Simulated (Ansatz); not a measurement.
# What a change does: single-point calculation on MgS

System: MgS (4 atoms in the cell).
Method of the first run: DFT PBEsol, scalar-relativistic, plane waves, PAW, no spin polarisation (Ansatz 0.2.0).

The structure derives from a Materials Project entry. Text and figures count atoms from 1; the logs count them from 0 in places.

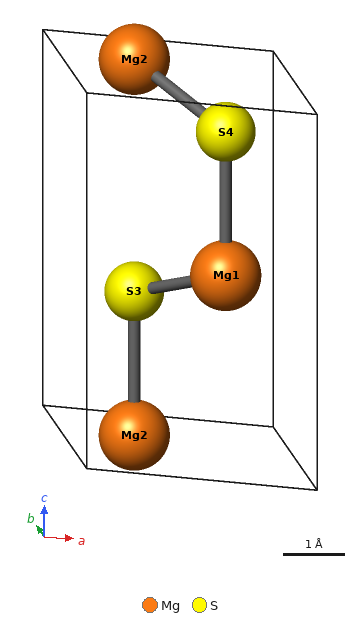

Figure 1. The structure as given in the input (ball-and-stick view of the cell of the calculation, seen slightly off an axis; atoms are numbered from 1 in the order of the input).

Input, the first run:
```yaml
crystal:
  lattice:
    - [4.0287906923, 0.0, 0.0]
    - [-2.0143953462, 3.4890350861, 0.0]
    - [0.0, 0.0, 6.4151922057]
  atoms:
    - { symbol: Mg, position: [0.6666666667, 0.3333333333, 0.4962629873] }
    - { symbol: Mg, position: [0.3333333333, 0.6666666667, 0.9962629873] }
    - { symbol: S, position: [0.3333333333, 0.6666666667, 0.3787360127] }
    - { symbol: S, position: [0.6666666667, 0.3333333333, 0.8787360127] }
basis:
  ecutwfc: 420
kpoints:
  mp_grid: { grid: [9, 9, 4] }
  band_path: { path: [VBM, CBM], npoints: 2 }
hamiltonian:
  xc: pbesol
scf:
  occupations: { method: gaussian, width: 0.02 }
output:
  forces: true
  stress: true
  eigenvalues: true
checkpoint:
  read: start.run
  write: ck
  compress: false
  write_wavefunctions: false
  write_every: 100000
```

Launched with:
```bash
ansatz run input.yaml --threads 1 --pin off --max-ram 2560MiB --backend cpu --events-out ev --progress --plain --runs-dir out
```

Hardware: 1 thread of Intel Xeon @ 2.50GHz (Skylake/Cascade Lake), 64 GiB of memory available, shared host.

Output, shortened to warnings, some set-up lines, iterations and results (the first run):
```
Basis set: ecut = 420 eV, 1785 PW (Γ), exchange–correlation on 54×54×90 points (8 copies of the dense FFT grid, shifted against one another)
Symmetry: 12 space group operations
k-points: 36 of 324 (time reversal used)
Initial density: read from a saved state, or passed on in memory by an earlier SCF of this step, an earlier step, the calling program or the single point that the run made first
[...]
SCF iter   1: F=—  HF=-5599.561691 eV  |F-HF|=—  |Δ(HF+E_count)|=         —  Δρ=5.68e-6  dr2=3.25e-8  ethr=5.22e-7  ⟨swp⟩=3.0  Hψ=5375  notcnv=0
SCF iter   2: F=—  HF=-5599.561692 eV  |F-HF|=—  |Δ(HF+E_count)|=   1.34e-6  Δρ=2.04e-6  dr2=3.97e-9  ethr=1.01e-10  ⟨swp⟩=6.5  Hψ=3384  notcnv=0
SCF iter   3: F=-5599.561692 eV  HF=-5599.561692 eV  |F-HF|=1.76e-9  |Δ(HF+E_count)|=   3.39e-9  Δρ=8.65e-7  dr2=1.26e-9  ethr=1.24e-11  ⟨swp⟩=1.0  Hψ=2182  notcnv=0
SCF 1 converged in 3 iterations: F = -5599.561692 eV  dr2 = 1.26e-9
NSCF: frozen V_eff on 28 k-points
NSCF: frozen V_eff on 28 k-points
NSCF: frozen V_eff on 28 k-points
NSCF: frozen V_eff on 7 k-points
NSCF: frozen V_eff on 6 k-points
NSCF: frozen V_eff on 3 k-points
NSCF: frozen V_eff on 3 k-points
NSCF: frozen V_eff on 3 k-points
NSCF: frozen V_eff on 3 k-points
NSCF: frozen V_eff on 3 k-points
SCF converged after 3 iterations
Free energy (F): -5599.561692 eV
Harris-Foulkes:  -5599.561692 eV  (|F-HF|=1.76e-9)
Internal energy: -5599.561692 eV  (E = F + TS)
E sigma→0 (E₀):  -5599.561692 eV
Fermi energy:    4.894691 eV
--- Per-component energies (eV) ---
  E_band       = -736.881482
  E_kinetic    = 367.660187
  E_local      = -3766.549654  (includes V_loc(G=0)·N_el)
  E_nonlocal   = 248.887538
  E_hartree    = 1363.767215
  E_xc         = -251.180339
  E_vxc        = -251.202365  (∫ρ·V_xc dr)
  E_paw        = -1730.787796  (= ΣΔE_a)
  E_vpaw       = -63.212376  (= ΣTr[D̂ρ^β])
  E_aug_tail   = -0.000003  (compensation charges beyond the density's cutoff)
  E_ewald      = -1831.600463
  E_core_change = 0.241623  (= ΣΔE_core)
  E_smearing   = -0.000000  (= −TS)
  E_closure    = -0.000000  (closes the sum)
  Σ components = -5599.561692   (vs F -5599.561692, Δ=0.00e0)
--- Forces (eV/Å), atoms counted from 1 ---
  atom   1  Mg    -0.00000000    -0.00000000     0.00255503
  atom   2  Mg     0.00000000     0.00000000     0.00255503
  atom   3  S     -0.00000000    -0.00000000    -0.00254836
  atom   4  S      0.00000000    -0.00000000    -0.00254836
  max |Σ_I F_I| component: 1.33e-5 eV/Å
--- Stress (GPa, compression-positive) ---
        0.000457      -0.000000      -0.000000
       -0.000000       0.000457       0.000000
       -0.000000       0.000000       0.019606
  P = ⅓ Tr σ = 0.0068 GPa (0.068 kbar)
```

The input of the second run differs as follows (lines with − go, lines with + come):
```diff
-    - [0.0, 0.0, 6.4151922057]
+    - [0.3849115323, 0.0, 6.4151922057]
-    - { symbol: Mg, position: [0.6666666667, 0.3333333333, 0.4962629873] }
-    - { symbol: Mg, position: [0.3333333333, 0.6666666667, 0.9962629873] }
-    - { symbol: S, position: [0.3333333333, 0.6666666667, 0.3787360127] }
-    - { symbol: S, position: [0.6666666667, 0.3333333333, 0.8787360127] }
+    - { symbol: Mg, position: [0.6624272062, 0.3340942303, 0.496719178] }
+    - { symbol: Mg, position: [0.3283329759, 0.6659057697, 0.996719178] }
+    - { symbol: S, position: [0.3385674065, 0.667894995, 0.378279822] }
+    - { symbol: S, position: [0.6706724116, 0.332105005, 0.878279822] }
```

Predict how the results change.

With the same functional and potentials, the second run lies 4.5 meV per atom higher. The gap on the mesh goes from 3.30 to 3.20 eV. The irreducible k-points go from 36 to 95. The plane waves at Γ go from 1785 to 1777. On the same kind of shared host the second run took about 2.2 times as long.

Output, shortened to warnings, some set-up lines, iterations and results (the second run):
```
Basis set: ecut = 420 eV, 1777 PW (Γ), exchange–correlation on 54×54×90 points (8 copies of the dense FFT grid, shifted against one another)
Symmetry: 2 space group operations
k-points: 95 of 324 (time reversal used)
Initial density: read from a saved state, or passed on in memory by an earlier SCF of this step, an earlier step, the calling program or the single point that the run made first
[...]
SCF iter   1: F=—  HF=-5599.543886 eV  |F-HF|=—  |Δ(HF+E_count)|=         —  Δρ=2.79e-6  dr2=1.12e-8  ethr=6.53e-7  ⟨swp⟩=3.0  Hψ=14304  notcnv=0
SCF iter   2: F=—  HF=-5599.543886 eV  |F-HF|=—  |Δ(HF+E_count)|=   9.42e-8  Δρ=2.06e-6  dr2=6.10e-9  ethr=3.50e-11  ⟨swp⟩=6.7  Hψ=8823  notcnv=0
SCF iter   3: F=-5599.543886 eV  HF=-5599.543886 eV  |F-HF|=8.46e-10  |Δ(HF+E_count)|=   2.33e-9  Δρ=9.02e-7  dr2=1.32e-9  ethr=1.91e-11  ⟨swp⟩=2.0  Hψ=5629  notcnv=0
SCF 1 converged in 3 iterations: F = -5599.543886 eV  dr2 = 1.32e-9
NSCF: frozen V_eff on 68 k-points
NSCF: frozen V_eff on 68 k-points
NSCF: frozen V_eff on 68 k-points
NSCF: frozen V_eff on 8 k-points
NSCF: frozen V_eff on 5 k-points
NSCF: frozen V_eff on 5 k-points
NSCF: frozen V_eff on 5 k-points
NSCF: frozen V_eff on 5 k-points
NSCF: frozen V_eff on 3 k-points
SCF converged after 3 iterations
Free energy (F): -5599.543886 eV
Harris-Foulkes:  -5599.543886 eV  (|F-HF|=8.46e-10)
Internal energy: -5599.543886 eV  (E = F + TS)
E sigma→0 (E₀):  -5599.543886 eV
Fermi energy:    4.922563 eV
--- Per-component energies (eV) ---
  E_band       = -736.883704
  E_kinetic    = 367.597748
  E_local      = -3765.033425  (includes V_loc(G=0)·N_el)
  E_nonlocal   = 248.884859
  E_hartree    = 1363.036606
  E_xc         = -251.149808
  E_vxc        = -251.162677  (∫ρ·V_xc dr)
  E_paw        = -1730.800397  (= ΣΔE_a)
  E_vpaw       = -63.243443  (= ΣTr[D̂ρ^β])
  E_aug_tail   = -0.000003  (compensation charges beyond the density's cutoff)
  E_ewald      = -1832.321091
  E_core_change = 0.241623  (= ΣΔE_core)
  E_smearing   = -0.000000  (= −TS)
  E_closure    = 0.000000  (closes the sum)
  Σ components = -5599.543886   (vs F -5599.543886, Δ=0.00e0)
--- Forces (eV/Å), atoms counted from 1 ---
  atom   1  Mg    -0.00026016    -0.00028534     0.00024439
  atom   2  Mg    -0.00026016     0.00028534     0.00024439
  atom   3  S      0.00027324     0.00028813    -0.00024878
  atom   4  S      0.00027324    -0.00028813    -0.00024878
  max |Σ_I F_I| component: 2.62e-5 eV/Å
--- Stress (GPa, compression-positive) ---
       -0.242671      -0.000000      -1.048396
       -0.000000      -0.052430      -0.000000
       -1.048396      -0.000000       0.083026
  P = ⅓ Tr σ = -0.0707 GPa (-0.707 kbar)
```

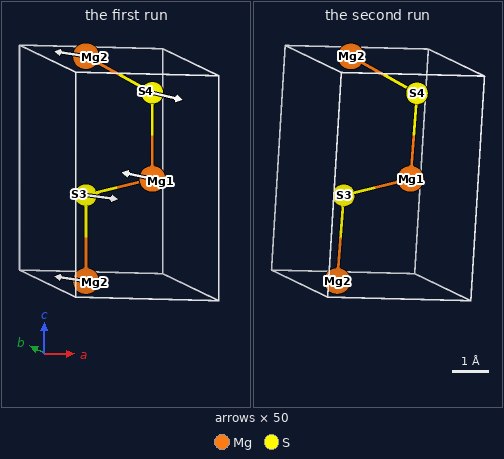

Figure 2. The two input geometries at one scale (ball-and-stick view of the cell of the calculation, seen slightly off an axis). The white arrows on the first give the shifts of the atoms relative to the cell, with their mean removed, magnified 50 times. The largest moves relative to the cell, 0.019 Å, are those of Mg1, Mg2, S3 and S4. Largest moves by element: S 0.019 Å, Mg 0.019 Å. (The mean shift of all atoms is removed.) The drawn cell changes at constant volume: a = b stay at 4.029 Å, c 6.415 → 6.427 Å (+0.2 %), α 90.0° → 91.7°, β 90.0° → 86.6°. Among the contacts that change: Mg1–S3 2.445 → 2.455 Å.

The two runs side by side:

```tsv
quantity	the first run	the second run
outcome	converged	converged
free energy per atom (eV)	−1399.8904	−1399.8860
gap on the mesh (eV)	3.30	3.20
pressure (GPa)	0.01	−0.07
largest force (eV/Å)	0.003	0.000
irreducible k-points	36	95
plane waves at Γ	1785	1777
wall time (shared host)	12 s	27 s
```
